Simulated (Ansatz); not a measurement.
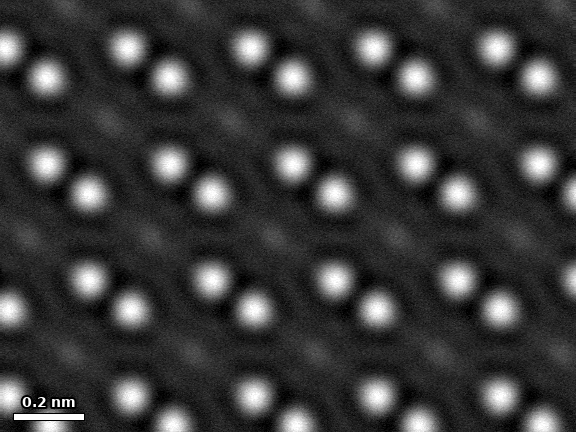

HRTEM-like image of Pt (Fd-3m, No. 227). Simulated in the weak-phase-object approximation with neutral-atom potentials: 200 kV, Cs = −20 µm, defocus +85 Å (negative is underfocus), defocus spread 8 Å, aperture 1.14 1/Å. Shot noise and a slight drift were added. Structure used: the geometry given to an electronic-structure calculation, possibly off equilibrium; the starting structure was generated, so it need not be a known form of this composition.

```yaml
crystal:
  lattice:
    - [5.77490, 0.00000, 0.00000]
    - [0.00000, 5.77490, 0.00000]
    - [0.00000, 0.00000, 5.77490]
  atoms:
    - { symbol: Pt, position: [0.75000, 0.75000, 0.75000] }
    - { symbol: Pt, position: [0.00000, 0.50000, 0.00000] }
    - { symbol: Pt, position: [0.75000, 0.25000, 0.25000] }
    - { symbol: Pt, position: [0.00000, 0.00000, 0.50000] }
    - { symbol: Pt, position: [0.25000, 0.75000, 0.25000] }
    - { symbol: Pt, position: [0.50000, 0.50000, 0.50000] }
    - { symbol: Pt, position: [0.25000, 0.25000, 0.75000] }
    - { symbol: Pt, position: [0.50000, 0.00000, 0.00000] }
```

> Along which zone axis is the crystal seen: [111], [110], [210] or [221]? (Directions equivalent by symmetry count as one.)

[110]. The projected cells are 2.36 × 2.36 Å, 120° for [111]; 3.54 × 3.54 Å, 109° for [110]; 1.29 × 1.58 Å, 114° for [210]; 0.68 × 2.04 Å, 90° for [221], and the image repeats as the [110] one does.
